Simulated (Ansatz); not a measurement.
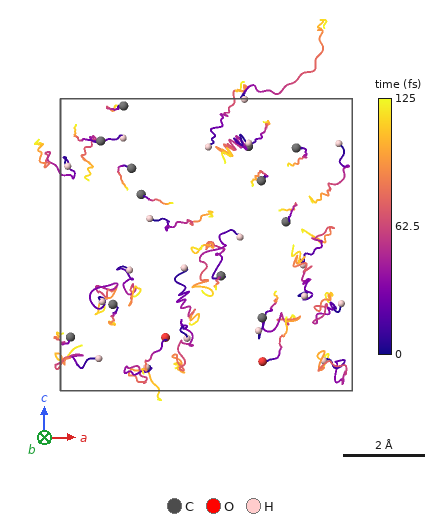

A Born-Oppenheimer molecular dynamics run of a periodic cell with 2 CH3CH2OH + 4 C2H2 at 0.86 g/cm³, 125 fs long. It starts from the last geometry of an earlier run, with fresh velocities. Lines trace each atom's path, coloured by time; spheres stand at the starting positions. Seen along the b axis in the simulation cell.

Method: Ansatz, DFT PBE-D3(BJ), scalar-relativistic, plane waves, PAW. Set-up: plane-wave cutoff 420 eV; k-point mesh 1 × 1 × 1; Fermi-Dirac smearing 0.02 eV; low-accuracy preset; Nosé-Hoover thermostat (NVT); set temperature 1000 K; time step 0.5 fs; thermostat time 200.0 fs.

Describe the motion.

Root-mean-square distances from the starting positions over the second half, with the common drift of all atoms taken out: H 1.29 Å, O 0.94 Å, C 0.61 Å. The heavy atoms stay within a fraction of a molecule's size of their starting places; so short a run doesn't tell a liquid from a solid. The mean temperature in the second half is 863 K (standard deviation 94 K). The potential energy in the second half lies on average 20.7 meV per atom above the first frame. The conserved quantity stays between −0.1 and 0.75 meV per atom of its start. A straight-line fit has a slope that amounts to +0.036 meV per atom over 125 fs (under 0.1 % of the mean kinetic energy), and the ripple about it is 1.7 % of the kinetic energy's fluctuation. With a drift under 2 % and a ripple under 7 %, the integration is accurate.

Limits of the set-up: the program's low-accuracy preset was used; the periodic images lie only 7.2 Å apart, so the values are limited by the cell's size.

Cost: 9 min on 1 thread of Intel(R) Xeon(R) Platinum 8259CL CPU @ 2.50GHz (Skylake/Cascade Lake), on a shared host, peak memory 0.49 GiB.
